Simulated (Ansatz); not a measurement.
# BAs (F-43m): refractive index against wavelength

The refractive index of BAs (F-43m) below the direct gap (3.28 eV on the mesh) is read from one computed spectrum, n = √(Re ε).

Cell: a, b, c = 3.378, 3.378, 3.378 Å (primitive vectors), 2 atoms.

Method: Ansatz 0.2.0, PBE, independent particles, k-mesh 12×12×12 with interpolation inside its cells, Gaussian parameter 0.1 eV.

Launch of the response step: `ansatz run input.yaml --threads 4 --pin off --max-ram 8192MiB --backend cpu --events-out ev --progress --plain --runs-dir out`. The run took 4 s, on 4 threads of Intel(R) Xeon(R) 6975P-C (Granite Rapids), on a shared host.

| wavelength (nm) | photon energy E (eV) | n |
| --- | --- | --- |
| 1550 | 0.800 | 3.2100 |
| 1310 | 0.946 | 3.2232 |
| 1064 | 1.165 | ? |
| 850 | 1.459 | 3.2901 |
| 700 | 1.771 | 3.3503 |
| 633 | 1.959 | 3.3952 |
| 532 | 2.331 | 3.5104 |

In the single-oscillator model n² − 1 = E₀E_d/(E₀² − E²), so 1/(n² − 1) = E₀/E_d − E²/(E₀E_d) is linear in E².

Working, on the rows shown:

| x = E² (eV²) | y = 1/(n² − 1) |
| --- | --- |
| 0.639837 | 0.107479 |
| 0.895757 | 0.106507 |
| 2.12762 | 0.101784 |
| 3.13716 | 0.0978042 |
| 3.83641 | 0.0949904 |
| 5.43137 | 0.0883165 |

Means: x̄ = 2.678, ȳ = 0.09948. Σ(x − x̄)(y − ȳ) = -0.0668, Σ(x − x̄)² = 16.77. Slope = -0.0668 / 16.77 = -0.003984; intercept = ȳ − slope · x̄ = 0.11015. Turned back into n, the line misses the rows shown by at most 0.0035.

Question: What does the fit predict for the withheld row, and how well does it do?

Answer: At x = 1.3578 the line gives y = 0.10474, that is 3.2477. The run gave 3.2475, so the interpolation is off by 0.00018, 0.1 % of the range in the table.

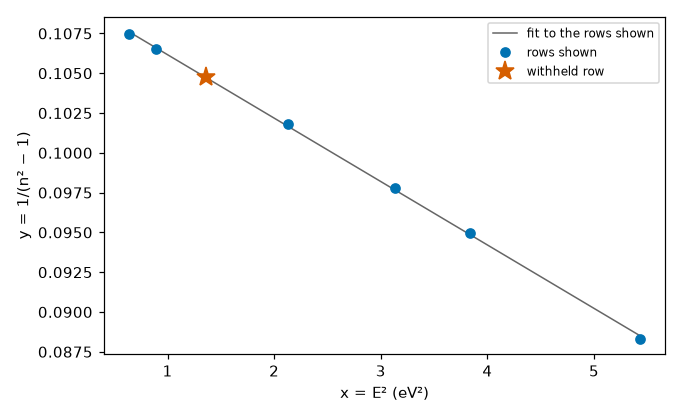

Refitted with all rows, the slope is -0.003985 and the intercept 0.11015. These give E₀ = √(intercept/−slope) = 5.26 eV and E_d = E₀/intercept = 47.7 eV; E₀ is 1.6 times the direct gap. The electronic limit at long wavelengths, without lattice vibrations, is n = √(1 + 1/intercept) = 3.175. Excitons are left out and so are local fields; PBE gaps are as a rule too small. Spin-orbit coupling is left out.
